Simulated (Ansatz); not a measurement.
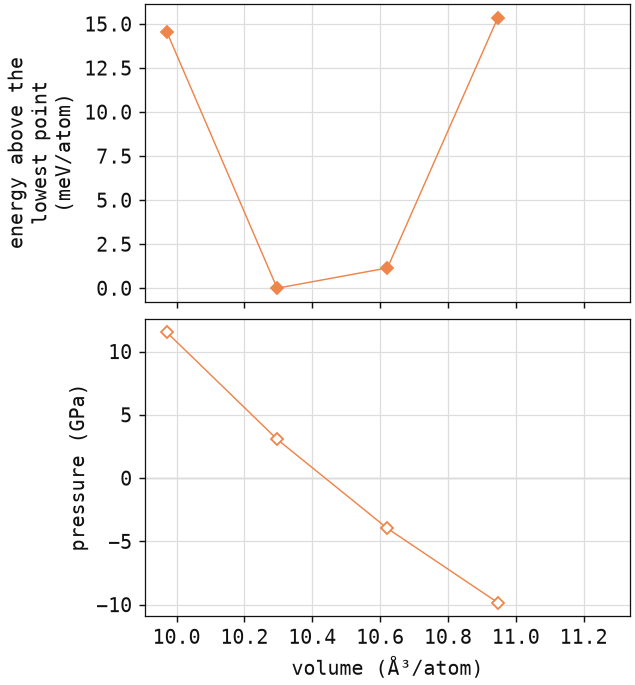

The plot gives the computed energy above the lowest point and pressure against volume for Ni, space group Fm-3m (No. 225) (one of a set of cubic test structures, which need not be the stable phase).

How it was computed, with Ansatz 0.2.0 development build: equation of state of a cubic crystal from periodic Kohn-Sham density functional theory without spin, third-order Birch-Murnaghan fit to the free energies; pressure corrected for the finite basis. Level: r2SCAN.

- structure type: fcc
- atoms in cell: 1
- space group number: 225
- lattice centring: face-centred primitive
- k mesh: 16×16×16
- occupation method: Fermi–Dirac
- occupation width: 0.1 eV
- wave cutoff: 500 eV
- datasets: soft-1 PAW
- density tolerance: 1e−07 eV
- bands: 13
- density cutoff ratio: 4
- search for lower states: default

The point at volume 11.27 Å³/atom is left out of the plot. What does the calculation give there?

| volume (Å³/atom) | energy above the lowest point (meV/atom) | pressure (GPa) |
| --- | --- | --- |
| 11.27 | 40.4 | −14.7 |

Note: known magnet treated without spin, far from its ground state; modest k-mesh, values are not fully converged in k.
